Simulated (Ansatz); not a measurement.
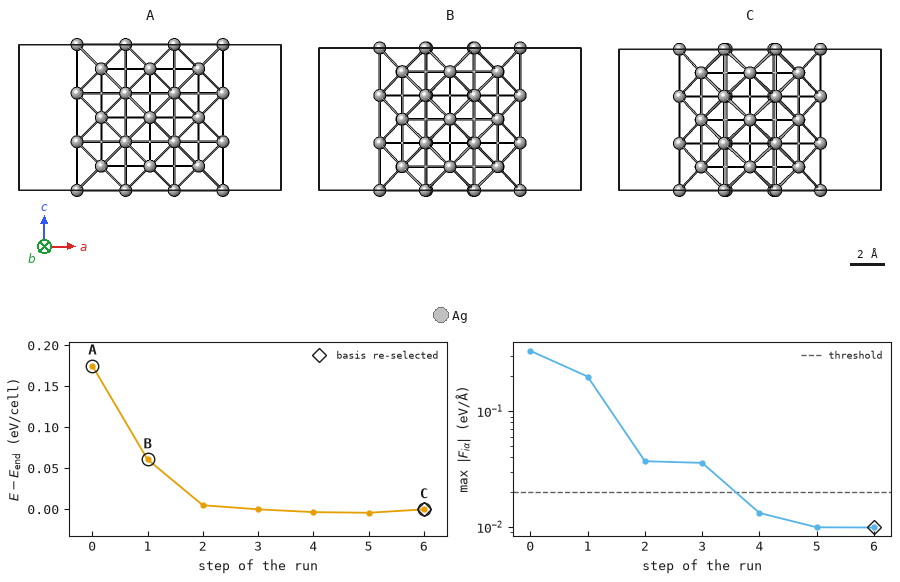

Frames of a relaxation of a wire of composition Ag, marked on the history of the run. A ball-and-stick model of the 3 repeat of the cell, with the vacuum cut short, seen along the b axis.

Case: wire along [1 1 0], 15 atoms a period.

Computed with DFT PBE, scalar-relativistic, plane waves, PAW (Ansatz). Set-up: plane-wave cutoff 420 eV; k-point mesh 1 × 1 × 18; occupations gaussian; smearing width 0.05 eV; no spin polarisation; cell relaxed at fixed a, b, alpha, beta, gamma; force threshold 0.02 eV/Å; at most 45 steps.

**What happens along the run?**

The largest moves relative to the layer's centre, 0.14 Å, are those of Ag atoms. Along the periodic axis the drawn cell goes c 8.797 → 8.510 Å (−3.3 %). Among the contacts that change: Ag–Ag 2.932 → 3.118 Å, Ag–Ag 2.932 → 2.826 Å, Ag–Ag 2.932 → 2.848 Å, Ag–Ag 2.932 → 2.885 Å. Among the angles between lasting bonds that change: Ag–Ag–Ag 60.0° → 66.4°, Ag–Ag–Ag 90.0° → 95.4°. Over 5 accepted moves (6 points after the start) the energy falls by 0.175 eV per cell of the calculation. The largest force component goes from 0.33 to 0.0099 eV/Å. The SCF was repeated once at an unchanged geometry on a basis and grid sized afresh for the cell, which shifted the energy by 4.2 meV per cell of the calculation at most. From step 0 to 1: Ag atoms move most (0.17 Å), energy −0.115 eV per cell of the calculation. From step 1 to 6: Ag atoms move most (0.14 Å), energy −61.0 meV per cell of the calculation.

```json
{"step": "0", "E − E(0), meV/atom": "0.00", "largest force component, eV/Å": "0.3325", "note": ""}
{"step": "1", "E − E(0), meV/atom": "-7.64", "largest force component, eV/Å": "0.1994", "note": ""}
{"step": "2", "E − E(0), meV/atom": "-11.36", "largest force component, eV/Å": "0.0371", "note": ""}
{"step": "3", "E − E(0), meV/atom": "-11.70", "largest force component, eV/Å": "0.0358", "note": ""}
{"step": "4", "E − E(0), meV/atom": "-11.92", "largest force component, eV/Å": "0.0132", "note": ""}
{"step": "5", "E − E(0), meV/atom": "-11.98", "largest force component, eV/Å": "0.0100", "note": ""}
{"step": "6", "E − E(0), meV/atom": "-11.70", "largest force component, eV/Å": "0.0099", "note": "same geometry, new basis"}
```
